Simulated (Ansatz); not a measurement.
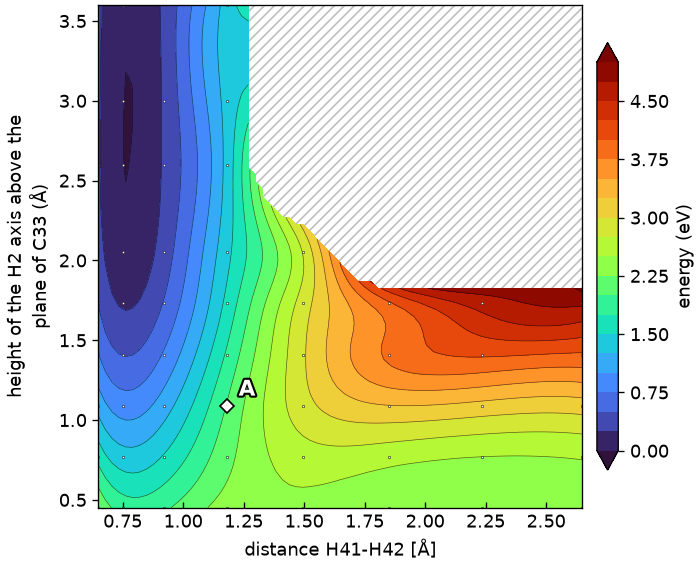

H₂ on a C(110) slab cut from the R-3m phase, its upper half relaxed before the scan (40 atoms of substrate and one adsorbate in a 2 × 2 cell). 
- H2 lies flat over one site of a rigid substrate while its bond length and height are varied; it sits over a hollow site, heights counted from the top plane, its axis along the second surface vector.
- The first coordinate is: distance H41-H42; the second: height of the H2 axis above the plane of C33.
- Grid: 8 × 9 points. At 15 points there is no value (left out: too close to the surface, or the stretched molecule far from it).
- Points are written as (first, second).
- Energies are in eV, from the lowest grid point.
- These are results of DFT LDA, scalar-relativistic, plane waves, PAW (Ansatz), not measurements. Settings: cutoff 420 eV, k-mesh 4×4×1, gaussian smearing 0.05 eV, no spin polarisation.

The picture shows filled contours, dots at the grid points, one colour for all values above the top of the scale, hatched blanks where no value was computed, the point A. Between grid points the surface is interpolated.

> Is A at rest? If not, where is it pushed?

A, at (1.181 Å, 1.09 Å), is not a stationary point. The computed force is 3.5 eV for each Å towards smaller values of distance H41-H42 and 0.61 eV for each Å towards larger values of the second coordinate.

PAW datasets: the set soft_1.
